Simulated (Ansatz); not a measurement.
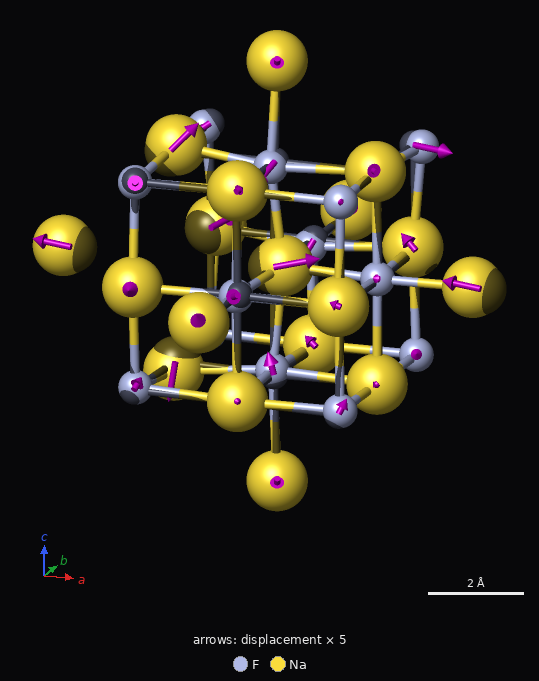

This is a relaxation of a defect cell of composition F31Na31. The starting structure is drawn faded, the final one solid; purple arrows show the displacements, magnified 5 times.

Style: ball-and-stick. Shown: the atoms within 5.0 Å of the atom that moves most (axes of the cell of the calculation (origin shifted)), slightly off an axis.

These are results of DFT, PBEsol, PAW, plane waves (Ansatz), not measurements. Set-up: plane-wave cutoff 420 eV; k-point mesh 1 × 1 × 1; mesh shifted by (0.25, 0.25, 0.25); no spin polarisation; atoms relaxed in a fixed cell; force threshold 0.03 eV/Å; at most 80 steps.

Q: What did the optimiser do to the structure, and how much energy did it gain?

A: The atom that moves furthest is a Na atom (0.20 Å roughly along [3 1 1]). By element the largest moves are Na 0.20 Å, F 0.20 Å. The cell doesn't change. Among the contacts that change: Na–Na 3.223 → 3.533 Å, Na–Na 3.252 → 3.535 Å, Na–Na 3.292 → 3.536 Å, Na–Na 3.299 → 3.089 Å. Among the angles between lasting bonds that change: Na–F–Na 88.8° → 101.2°, Na–F–Na 88.2° → 100.5°, Na–F–Na 179.7° → 167.8°. Over 3 geometry steps the energy falls by 1.759 eV per cell of the calculation. The largest force component goes from 1.2 to 0.016 eV/Å.
